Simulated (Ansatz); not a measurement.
Consider Ti8Si16H (cell with a defect).

Input file:

```
crystal:
  lattice:
    - [4.8077378224, 4.1351811263, 4.2795976061]
    - [-4.8077378224, 4.1351811263, -4.2795976061]
    - [-4.8077378224, -4.1351811263, 4.2795976061]
  atoms:
    - { symbol: Ti, position: [0.5, 0.375, 0.375] }
    - { symbol: Ti, position: [0.5, 0.875, 0.875] }
    - { symbol: Ti, position: [0.0, 0.125, 0.625] }
    - { symbol: Ti, position: [0.0, 0.625, 0.125] }
    - { symbol: Ti, position: [0.0, 0.25, 0.25] }
    - { symbol: Ti, position: [0.0, 0.75, 0.75] }
    - { symbol: Ti, position: [0.5, 0.0, 0.5] }
    - { symbol: Ti, position: [0.5, 0.5, 0.0] }
    - { symbol: Si, position: [0.3368244589, 0.9618244589, 0.125] }
    - { symbol: Si, position: [0.3368244589, 0.4618244589, 0.625] }
    - { symbol: Si, position: [0.8368244589, 0.7118244589, 0.375] }
    - { symbol: Si, position: [0.8368244589, 0.2118244589, 0.875] }
    - { symbol: Si, position: [0.6631755411, 0.2881755411, 0.125] }
    - { symbol: Si, position: [0.6631755411, 0.7881755411, 0.625] }
    - { symbol: Si, position: [0.1631755411, 0.0381755411, 0.375] }
    - { symbol: Si, position: [0.1631755411, 0.5381755411, 0.875] }
    - { symbol: Si, position: [0.6631755411, 0.9131755411, 0.25] }
    - { symbol: Si, position: [0.6631755411, 0.4131755411, 0.75] }
    - { symbol: Si, position: [0.1631755411, 0.6631755411, 0.5] }
    - { symbol: Si, position: [0.1631755411, 0.1631755411, 0.0] }
    - { symbol: Si, position: [0.3368244589, 0.5868244589, 0.25] }
    - { symbol: Si, position: [0.3368244589, 0.0868244589, 0.75] }
    - { symbol: Si, position: [0.8368244589, 0.3368244589, 0.5] }
    - { symbol: Si, position: [0.8368244589, 0.8368244589, 0.0] }
    - { symbol: H, position: [0.7901365176, 0.0675771278, 1.0079944299] }
basis:
  ecutwfc: 420
  xc_grid: 2
kpoints:
  mp_grid: { grid: [4, 4, 4], shift: [0.5, 0.5, 0.5] }
hamiltonian:
  xc: pbe
scf:
  occupations: { method: gaussian, width: 0.1 }
output:
  forces: true
  stress: false
  eigenvalues: true
  write_density: true
  write_potential: true
  elf: true
  volumetric_format: npy
relax:
  adjacent_minimum: "off"
  f_tol: 0.02
  max_steps: 60
```

Run with:

```sh
ansatz run input.yaml --threads 4 --pin off --max-ram 10240MiB --backend cpu --events-out ev --progress --plain --runs-dir out
```

The fields are those of the run's last geometry, not of the input's.

Computed without spin polarisation.

These are results of Ansatz, DFT PBE, scalar-relativistic, plane waves, PAW, not measurements.

> What can the converged valence pseudo-density and electron localisation function tell about the bonding?

Si–Si (2.53 Å): the density is about 0.39 e/Å³ at the midpoint; the ELF peaks at about 0.80 between the atoms.

> Does the calculation give a band gap?

It is gapless in this calculation (a metal or semimetal).

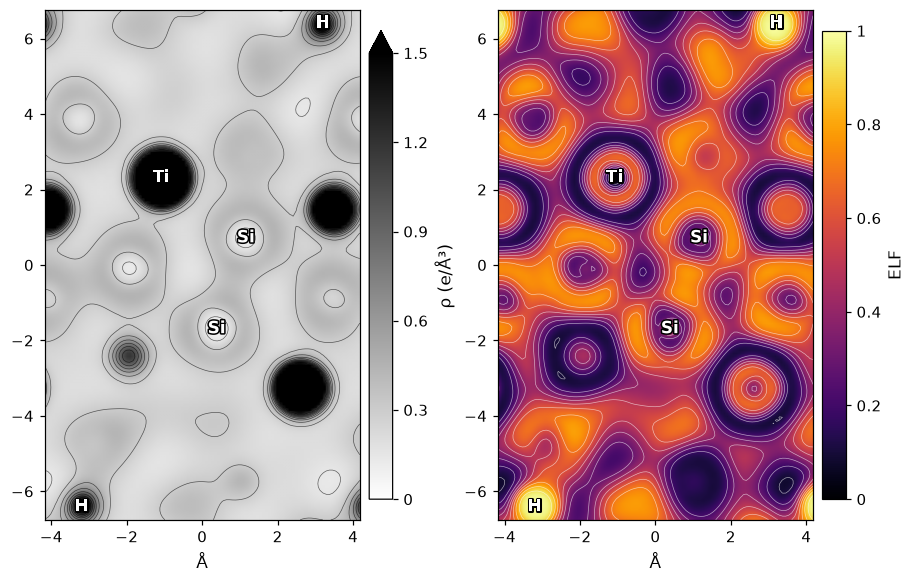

Computed valence pseudo-density and electron localisation function on the (110) plane of the calculation cell, in this order. Atoms just off the plane (Ti, 0.3 Å away and Si, 0.3 Å away) can leave unmarked features too.

In a PAW calculation such maps are meaningful between the atoms, not at the nuclei.
